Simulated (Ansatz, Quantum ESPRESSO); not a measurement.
# Evanescent states of MgO, rock salt type, lattice constant set to 4.26 Å, part 2 of 3

Wanted: the complex band structure of MgO, rock salt type, lattice constant set to 4.26 Å, as for a tunnel barrier.

Quantum ESPRESSO 7.5; plane-wave DFT, PBE, GBRV ultrasoft pseudopotentials; cross-check by Ansatz 0.2.0 with PAW datasets.

So far. Step 2 (Self-consistent run): The run needed 10 iterations to bring the estimated error under 1e-09 Ry.

## 3. Complex bands with pwcond.x

Level of this step: complex band structure by pwcond; plane-wave DFT, PBE, GBRV ultrasoft pseudopotentials (Quantum ESPRESSO).

ikind = 0 solves one period of the crystal for all kz, real and complex, at each energy and k across. ewind and epsproj trim the two-dimensional plane-wave basis; nz1 sets the subslabs.

Contents of cbs.in:

```
&inputcond
  outdir = './out'
  prefixl = 'scf'
  band_file = 'cbs'
  ikind = 0
  ewind = 4.0
  epsproj = 1e-05
  nz1 = 7
  energy0 = 6.9
  denergy = -0.23
/
4
  0.00000000 0.00000000 1.00000000
  0.50000000 0.00000000 1.00000000
  0.50000000 0.50000000 1.00000000
  0.25000000 0.00000000 1.00000000
40
```

On the command line:

```
$ OMP_NUM_THREADS=1 mpirun -n 2 pwcond.x -in cbs.in > cbs.out
```

What it wrote:

```text
[banner, memory and clock lines left out]
Program PWCOND v.7.5 starts

          URL

     ./out/scf.save/

     IMPORTANT: XC functional enforced from input :
     Exchange-correlation= PBE
                           (   1   4   3   4   0   0   0)
     Any further DFT definition will be discarded
     Please, verify this is what you really want

     Check: negative core charge=   -0.000003
     Reading collected, re-writing distributed wavefunctions

===== INPUT FILE containing the left lead =====

     GEOMETRY:

     lattice parameter (alat)  =       5.6924  a.u.
     the volume                =     260.8527 (a.u.)^3
     the cross section         =      32.4031 (a.u.)^2
     l of the unit cell        =       1.4142 (alat)
     number of atoms/cell      =            4
     number of atomic types    =            2

     crystal axes: (cart. coord. in units of alat)
               a(1) = (  1.0000  0.0000  0.0000 )
               a(2) = (  0.0000  1.0000  0.0000 )
               a(3) = (  0.0000  0.0000  1.4142 )

   Cartesian axes

     site n.     atom                  positions (alat units)
          1        Mg     tau(  1)=(  0.0000  0.0000  1.4142  )
          2        O      tau(  2)=(  0.5000  0.5000  1.4142  )
          3        Mg     tau(  3)=(  0.5000  0.5000  0.7071  )
          4        O      tau(  4)=(  0.0000  0.0000  0.7071  )

     nr1s                      =           24
     nr2s                      =           24
     nr3s                      =           36
     nr1sx                     =           24
     nr2sx                     =           24
     nr3sx                     =           36
     nr1                       =           25
     nr2                       =           25
     nr3                       =           40
     nr1x                      =           25
     nr2x                      =           25
     nr3x                      =           40

 _______________________________
  Radii of nonlocal spheres:

     type       ibeta     ang. mom.          radius (alat units)
       Mg         1         0                    0.2661
       Mg         2         0                    0.2661
       Mg         3         0                    0.2661
       Mg         4         1                    0.2661
       Mg         5         1                    0.2661
       Mg         6         2                    0.2661
       Mg         7         2                    0.2661
       O          1         0                    0.2201
       O          2         0                    0.2201
       O          3         1                    0.2201
       O          4         1                    0.2201
       O          5         2                    0.2201
----- General information -----

----- Complex band structure calculation -----

     nrx                       =           24
     nry                       =           24
     nz1                       =            7

     energy0               =         6.9E+00
     denergy               =        -2.3E-01
     nenergy               =         40
     ecut2d                =         4.0E+01
     ewind                 =         4.0E+00
     epsproj               =         1.0E-05

     number of k_|| points=    4
                       cryst. coord.
        k(    1) = (   0.0000000   0.0000000), wk =   0.2500000
        k(    2) = (   0.5000000   0.0000000), wk =   0.2500000
        k(    3) = (   0.5000000   0.5000000), wk =   0.2500000
        k(    4) = (   0.2500000   0.0000000), wk =   0.2500000
----- Information about left lead -----

     nocros                   =           32
     noins                    =           32
     norb                     =           96
     norbf                    =           96
     nrz                      =           36

      iorb      type   ibeta   ang. mom.   m       position (alat)
        1        1       1        0        1   taunew(   1)=(  0.0000  0.0000  0.0000)
        2        1       2        0        1   taunew(   2)=(  0.0000  0.0000  0.0000)
        3        1       3        0        1   taunew(   3)=(  0.0000  0.0000  0.0000)
        4        1       4        1        1   taunew(   4)=(  0.0000  0.0000  0.0000)
        5        1       4        1        2   taunew(   5)=(  0.0000  0.0000  0.0000)
        6        1       4        1        3   taunew(   6)=(  0.0000  0.0000  0.0000)
        7        1       5        1        1   taunew(   7)=(  0.0000  0.0000  0.0000)
        8        1       5        1        2   taunew(   8)=(  0.0000  0.0000  0.0000)
        9        1       5        1        3   taunew(   9)=(  0.0000  0.0000  0.0000)
       10        1       6        2        1   taunew(  10)=(  0.0000  0.0000  0.0000)
       11        1       6        2        2   taunew(  11)=(  0.0000  0.0000  0.0000)
       12        1       6        2        3   taunew(  12)=(  0.0000  0.0000  0.0000)
       13        1       6        2        4   taunew(  13)=(  0.0000  0.0000  0.0000)
       14        1       6        2        5   taunew(  14)=(  0.0000  0.0000  0.0000)
       15        1       7        2        1   taunew(  15)=(  0.0000  0.0000  0.0000)
       16        1       7        2        2   taunew(  16)=(  0.0000  0.0000  0.0000)
       17        1       7        2        3   taunew(  17)=(  0.0000  0.0000  0.0000)
       18        1       7        2        4   taunew(  18)=(  0.0000  0.0000  0.0000)
       19        1       7        2        5   taunew(  19)=(  0.0000  0.0000  0.0000)
       20        2       1        0        1   taunew(  20)=(  0.5000  0.5000  0.0000)
       21        2       2        0        1   taunew(  21)=(  0.5000  0.5000  0.0000)
       22        2       3        1        1   taunew(  22)=(  0.5000  0.5000  0.0000)
       23        2       3        1        2   taunew(  23)=(  0.5000  0.5000  0.0000)
       24        2       3        1        3   taunew(  24)=(  0.5000  0.5000  0.0000)
       25        2       4        1        1   taunew(  25)=(  0.5000  0.5000  0.0000)
       26        2       4        1        2   taunew(  26)=(  0.5000  0.5000  0.0000)
       27        2       4        1        3   taunew(  27)=(  0.5000  0.5000  0.0000)
       28        2       5        2        1   taunew(  28)=(  0.5000  0.5000  0.0000)
       29        2       5        2        2   taunew(  29)=(  0.5000  0.5000  0.0000)
       30        2       5        2        3   taunew(  30)=(  0.5000  0.5000  0.0000)
       31        2       5        2        4   taunew(  31)=(  0.5000  0.5000  0.0000)
       32        2       5        2        5   taunew(  32)=(  0.5000  0.5000  0.0000)
       33        1       1        0        1   taunew(  33)=(  0.5000  0.5000  0.7071)
       34        1       2        0        1   taunew(  34)=(  0.5000  0.5000  0.7071)
       35        1       3        0        1   taunew(  35)=(  0.5000  0.5000  0.7071)
       36        1       4        1        1   taunew(  36)=(  0.5000  0.5000  0.7071)
       37        1       4        1        2   taunew(  37)=(  0.5000  0.5000  0.7071)
       38        1       4        1        3   taunew(  38)=(  0.5000  0.5000  0.7071)
       39        1       5        1        1   taunew(  39)=(  0.5000  0.5000  0.7071)
       40        1       5        1        2   taunew(  40)=(  0.5000  0.5000  0.7071)
       41        1       5        1        3   taunew(  41)=(  0.5000  0.5000  0.7071)
       42        1       6        2        1   taunew(  42)=(  0.5000  0.5000  0.7071)
       43        1       6        2        2   taunew(  43)=(  0.5000  0.5000  0.7071)
       44        1       6        2        3   taunew(  44)=(  0.5000  0.5000  0.7071)
       45        1       6        2        4   taunew(  45)=(  0.5000  0.5000  0.7071)
       46        1       6        2        5   taunew(  46)=(  0.5000  0.5000  0.7071)
       47        1       7        2        1   taunew(  47)=(  0.5000  0.5000  0.7071)
       48        1       7        2        2   taunew(  48)=(  0.5000  0.5000  0.7071)
       49        1       7        2        3   taunew(  49)=(  0.5000  0.5000  0.7071)
       50        1       7        2        4   taunew(  50)=(  0.5000  0.5000  0.7071)
       51        1       7        2        5   taunew(  51)=(  0.5000  0.5000  0.7071)
       52        2       1        0        1   taunew(  52)=(  0.0000  0.0000  0.7071)
       53        2       2        0        1   taunew(  53)=(  0.0000  0.0000  0.7071)
       54        2       3        1        1   taunew(  54)=(  0.0000  0.0000  0.7071)
       55        2       3        1        2   taunew(  55)=(  0.0000  0.0000  0.7071)
       56        2       3        1        3   taunew(  56)=(  0.0000  0.0000  0.7071)
       57        2       4        1        1   taunew(  57)=(  0.0000  0.0000  0.7071)
       58        2       4        1        2   taunew(  58)=(  0.0000  0.0000  0.7071)
       59        2       4        1        3   taunew(  59)=(  0.0000  0.0000  0.7071)
       60        2       5        2        1   taunew(  60)=(  0.0000  0.0000  0.7071)
       61        2       5        2        2   taunew(  61)=(  0.0000  0.0000  0.7071)
       62        2       5        2        3   taunew(  62)=(  0.0000  0.0000  0.7071)
       63        2       5        2        4   taunew(  63)=(  0.0000  0.0000  0.7071)
       64        2       5        2        5   taunew(  64)=(  0.0000  0.0000  0.7071)
       65        1       1        0        1   taunew(  65)=(  0.0000  0.0000  1.4142)
       66        1       2        0        1   taunew(  66)=(  0.0000  0.0000  1.4142)
       67        1       3        0        1   taunew(  67)=(  0.0000  0.0000  1.4142)
       68        1       4        1        1   taunew(  68)=(  0.0000  0.0000  1.4142)
       69        1       4        1        2   taunew(  69)=(  0.0000  0.0000  1.4142)
       70        1       4        1        3   taunew(  70)=(  0.0000  0.0000  1.4142)
       71        1       5        1        1   taunew(  71)=(  0.0000  0.0000  1.4142)
       72        1       5        1        2   taunew(  72)=(  0.0000  0.0000  1.4142)
       73        1       5        1        3   taunew(  73)=(  0.0000  0.0000  1.4142)
       74        1       6        2        1   taunew(  74)=(  0.0000  0.0000  1.4142)
       75        1       6        2        2   taunew(  75)=(  0.0000  0.0000  1.4142)
       76        1       6        2        3   taunew(  76)=(  0.0000  0.0000  1.4142)
       77        1       6        2        4   taunew(  77)=(  0.0000  0.0000  1.4142)
       78        1       6        2        5   taunew(  78)=(  0.0000  0.0000  1.4142)
       79        1       7        2        1   taunew(  79)=(  0.0000  0.0000  1.4142)
       80        1       7        2        2   taunew(  80)=(  0.0000  0.0000  1.4142)
       81        1       7        2        3   taunew(  81)=(  0.0000  0.0000  1.4142)
       82        1       7        2        4   taunew(  82)=(  0.0000  0.0000  1.4142)
       83        1       7        2        5   taunew(  83)=(  0.0000  0.0000  1.4142)
       84        2       1        0        1   taunew(  84)=(  0.5000  0.5000  1.4142)
       85        2       2        0        1   taunew(  85)=(  0.5000  0.5000  1.4142)
       86        2       3        1        1   taunew(  86)=(  0.5000  0.5000  1.4142)
       87        2       3        1        2   taunew(  87)=(  0.5000  0.5000  1.4142)
       88        2       3        1        3   taunew(  88)=(  0.5000  0.5000  1.4142)
       89        2       4        1        1   taunew(  89)=(  0.5000  0.5000  1.4142)
       90        2       4        1        2   taunew(  90)=(  0.5000  0.5000  1.4142)
       91        2       4        1        3   taunew(  91)=(  0.5000  0.5000  1.4142)
       92        2       5        2        1   taunew(  92)=(  0.5000  0.5000  1.4142)
       93        2       5        2        2   taunew(  93)=(  0.5000  0.5000  1.4142)
       94        2       5        2        3   taunew(  94)=(  0.5000  0.5000  1.4142)
       95        2       5        2        4   taunew(  95)=(  0.5000  0.5000  1.4142)
       96        2       5        2        5   taunew(  96)=(  0.5000  0.5000  1.4142)
 ngper, shell number =          101          17
 ngper, n2d =          101          56
---  E-Ef =    6.9000000  k =    0.0000000   0.0000000
---  ie =          1  ik =          1
 Nchannels of the left tip =            1
 Right moving states:
   k1(2pi/a)   k2(2pi/a)   E-Ef (eV)
   0.3988618  -0.0000000   6.9000000
 Left moving states:
   k1(2pi/a)   k2(2pi/a)   E-Ef (eV)
  -0.3988620  -0.0000000   6.9000000

---  E-Ef =    6.6700000  k =    0.0000000   0.0000000
---  ie =          2  ik =          1
 Nchannels of the left tip =            1
 Right moving states:
   k1(2pi/a)   k2(2pi/a)   E-Ef (eV)
   0.3721665  -0.0000000   6.6700000
 Left moving states:
   k1(2pi/a)   k2(2pi/a)   E-Ef (eV)
  -0.3721667  -0.0000000   6.6700000
[... further energies and points left out ...]
---  E-Ef =   -1.8400000  k =    0.2500000   0.0000000
---  ie =         39  ik =          4
 Nchannels of the left tip =            2
 Right moving states:
   k1(2pi/a)   k2(2pi/a)   E-Ef (eV)
  -0.0272985   0.0000000  -1.8400000
   0.2479592  -0.0000000  -1.8400000
 Left moving states:
   k1(2pi/a)   k2(2pi/a)   E-Ef (eV)
   0.0272985   0.0000000  -1.8400000
  -0.2479593  -0.0000000  -1.8400000

---  E-Ef =   -2.0700000  k =    0.2500000   0.0000000
---  ie =         40  ik =          4
 Nchannels of the left tip =            2
 Right moving states:
   k1(2pi/a)   k2(2pi/a)   E-Ef (eV)
  -0.1227505   0.0000000  -2.0700000
   0.1935884  -0.0000000  -2.0700000
 Left moving states:
   k1(2pi/a)   k2(2pi/a)   E-Ef (eV)
   0.1227505   0.0000000  -2.0700000
  -0.1935884  -0.0000000  -2.0700000

Note: The following floating-point exceptions are signalling: IEEE_UNDERFLOW_FLAG
Note: The following floating-point exceptions are signalling: IEEE_UNDERFLOW_FLAG
```

Run time: 41 s. Hardware: 2 MPI ranks of Arm Neoverse V1, shared host; peak memory 0.11 GiB; 83 s of CPU time.

Numbers from this step:

- peak of the smallest κ at the zone centre: 0.318 Å⁻¹
- energy of the peak at the zone centre: 2.07 eV
- peak of the smallest κ at (1/4, 0): 0.634 Å⁻¹

K across = (0, 0) in the cell's reciprocal vectors; values within 0.0025 1/Å of each other count once, columns are sorted by size at each energy, a dash where no further value was kept. Im kz of the slowest decaying states against energy, zero at the highest filled level of the SCF mesh:

| energy (eV) | decay 1 (Å⁻¹) | decay 2 (Å⁻¹) | decay 3 (Å⁻¹) |
| --- | --- | --- | --- |
| -2.07 | 0.755 | 1.01 | 1.73 |
| -1.38 | 0.27 | 1.01 | 1.67 |
| -0.69 | 1.01 | 1.62 | 2.00 |
| 0.00 | 0.014 | 0.998 | 1.56 |
| 0.69 | 0.237 | 0.558 | 0.985 |
| 1.38 | 0.299 | 0.724 | 0.969 |
| 2.07 | 0.318 | 0.821 | 0.95 |
| 2.76 | 0.307 | 0.885 | 0.927 |
| 3.45 | 0.262 | 0.901 | 0.928 |
| 4.14 | 0.158 | 0.871 | 0.956 |
| 4.83 | 0.837 | 0.974 | 1.07 |
| 5.52 | 0.799 | 0.981 | 0.984 |
| 6.21 | 0.755 | 0.882 | 0.986 |
| 6.90 | 0.705 | 0.77 | 0.983 |

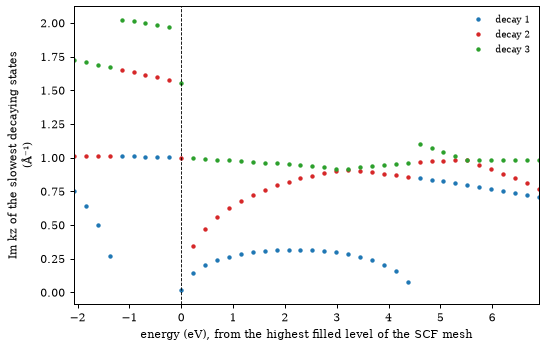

Im kz of the slowest decaying states against energy.

K across = (0, 0) in the cell's reciprocal vectors. Table of Re kz of states that move upwards by energy, zero at the highest filled level of the SCF mesh:

| energy (eV) | channel 1 (Å⁻¹) | channel 2 (Å⁻¹) | channel 3 (Å⁻¹) |
| --- | --- | --- | --- |
| -2.07 | -0.613 | - | - |
| -1.61 | -0.504 | - | - |
| -0.92 | -0.346 | 0.567 | 0.567 |
| -0.46 | -0.564 | -0.564 | -0.229 |
| 0.00 | -0.0605 | -0.0594 | - |
| 0.46 | - | - | - |
| 1.15 | - | - | - |
| 1.61 | - | - | - |
| 2.07 | - | - | - |
| 2.76 | - | - | - |
| 3.22 | - | - | - |
| 3.68 | - | - | - |
| 4.37 | - | - | - |
| 4.83 | 0.192 | - | - |
| 5.29 | 0.298 | - | - |
| 5.75 | 0.387 | - | - |
| 6.44 | 0.509 | - | - |
| 6.90 | 0.588 | - | - |

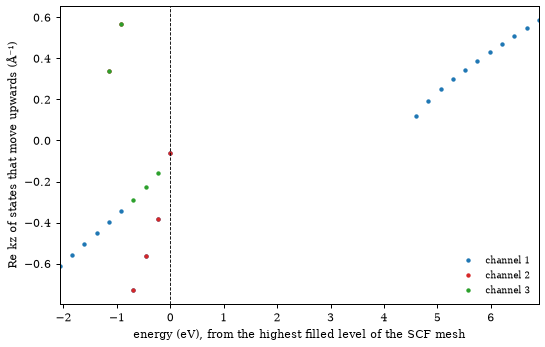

Re kz of states that move upwards against energy.

K across = (1/2, 0) in the cell's reciprocal vectors; values within 0.0025 1/Å of each other count once, columns are sorted by size at each energy, a dash where no further value was kept. Im kz of the slowest decaying states against energy, zero at the highest filled level of the SCF mesh:

| energy (eV) | decay 1 (Å⁻¹) | decay 2 (Å⁻¹) | decay 3 (Å⁻¹) |
| --- | --- | --- | --- |
| -2.07 | 0.121 | 1.66 | 2.02 |
| -0.92 | 1.57 | 1.90 | 1.90 |
| 0.00 | 0.347 | 1.49 | 1.74 |
| 0.92 | 0.503 | 1.43 | 1.76 |
| 2.07 | 0.593 | 1.34 | 1.72 |
| 2.99 | 0.62 | 1.28 | 1.67 |
| 3.91 | 0.616 | 1.23 | 1.62 |
| 5.06 | 0.57 | 1.16 | 1.55 |
| 5.98 | 0.495 | 1.10 | 1.49 |

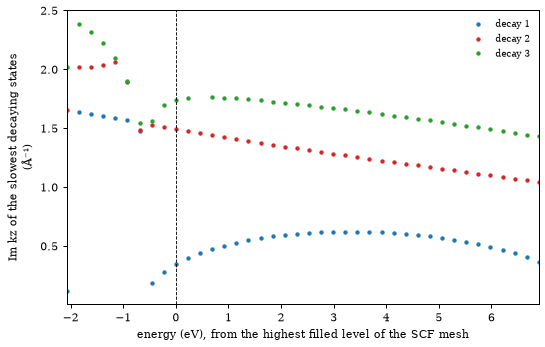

Im kz of the slowest decaying states, plotted against energy.

K across = (1/2, 1/2) in the cell's reciprocal vectors; values within 0.0025 1/Å of each other count once, columns are sorted by size at each energy, a dash where no further value was kept. The Im kz of the slowest decaying states by energy, zero at the highest filled level of the SCF mesh:

| energy (eV) | decay 1 (Å⁻¹) | decay 2 (Å⁻¹) | decay 3 (Å⁻¹) |
| --- | --- | --- | --- |
| -2.07 | 0.409 | 2.59 | 2.60 |
| -1.61 | 2.56 | 2.59 | 2.94 |
| -0.92 | 0.278 | 0.382 | 2.53 |
| -0.46 | 0.395 | 0.508 | 2.50 |
| 0.00 | 0.468 | 0.578 | 2.48 |
| 0.46 | 0.519 | 0.623 | 2.46 |
| 1.15 | 0.571 | 0.665 | 2.42 |
| 1.61 | 0.594 | 0.682 | 2.39 |
| 2.07 | 0.61 | 0.693 | 2.37 |
| 2.76 | 0.623 | 0.699 | 2.33 |
| 3.22 | 0.625 | 0.698 | 2.31 |
| 3.68 | 0.623 | 0.693 | 2.28 |
| 4.37 | 0.613 | 0.678 | 2.24 |
| 4.83 | 0.601 | 0.664 | 2.22 |
| 5.29 | 0.585 | 0.647 | 2.19 |
| 5.75 | 0.565 | 0.626 | 2.17 |
| 6.44 | 0.525 | 0.586 | 2.13 |
| 6.90 | 0.491 | 0.553 | 2.10 |

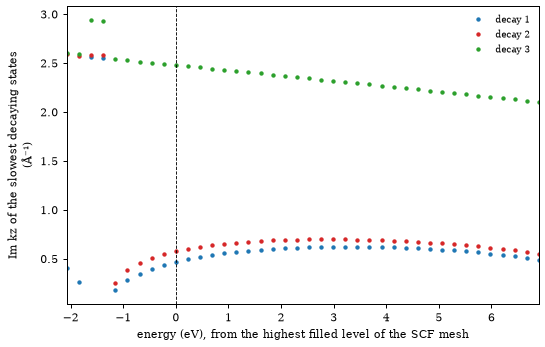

Im kz of the slowest decaying states against energy.

K across = (1/4, 0) in the cell's reciprocal vectors; values within 0.0025 1/Å of each other count once, columns are sorted by size at each energy, a dash where no further value was kept. Table of Im kz of the slowest decaying states by energy, zero at the highest filled level of the SCF mesh:

| energy (eV) | decay 1 (Å⁻¹) | decay 2 (Å⁻¹) | decay 3 (Å⁻¹) |
| --- | --- | --- | --- |
| -2.07 | 0.941 | 1.36 | 1.99 |
| -1.38 | 0.194 | 0.541 | 1.31 |
| -0.69 | 0.173 | 1.26 | 1.90 |
| 0.00 | 0.283 | 0.36 | 1.21 |
| 0.69 | 0.454 | 0.726 | 1.17 |
| 1.38 | 0.543 | 0.89 | 1.13 |
| 2.07 | 0.595 | 0.991 | 1.10 |
| 2.76 | 0.624 | 1.06 | 1.67 |
| 3.45 | 0.634 | 1.03 | 1.11 |
| 4.14 | 0.627 | 0.99 | 1.15 |
| 4.83 | 0.601 | 0.952 | 1.18 |
| 5.52 | 0.549 | 0.912 | 1.21 |
| 6.21 | 0.318 | 0.565 | 0.869 |
| 6.90 | 0.673 | 0.822 | 1.26 |

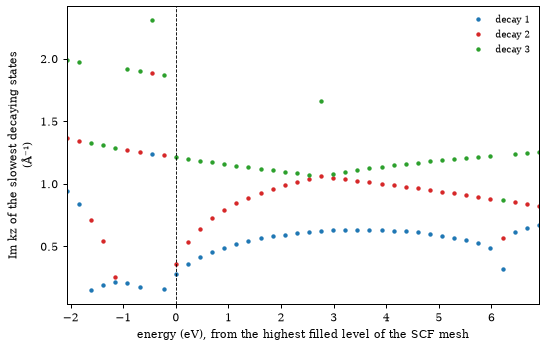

Im kz of the slowest decaying states against energy.

(Continued in part 3 of 3.)

[Logs are printed without paths, hosts, clocks, repeated set-up lines and the standing remarks that a program may print on its own settings, such as how far it seeks lower states.]

[Hosts, paths, dates, database ids (printed as entryN), source tags and the programs' standing remarks are cut or masked in the printed files.]

[Maps of the electrostatic potential energy from Ansatz leave out the sawtooth potential of an applied field or a dipole correction, so their vacuum need not be flat; planar profiles and work functions include it.]
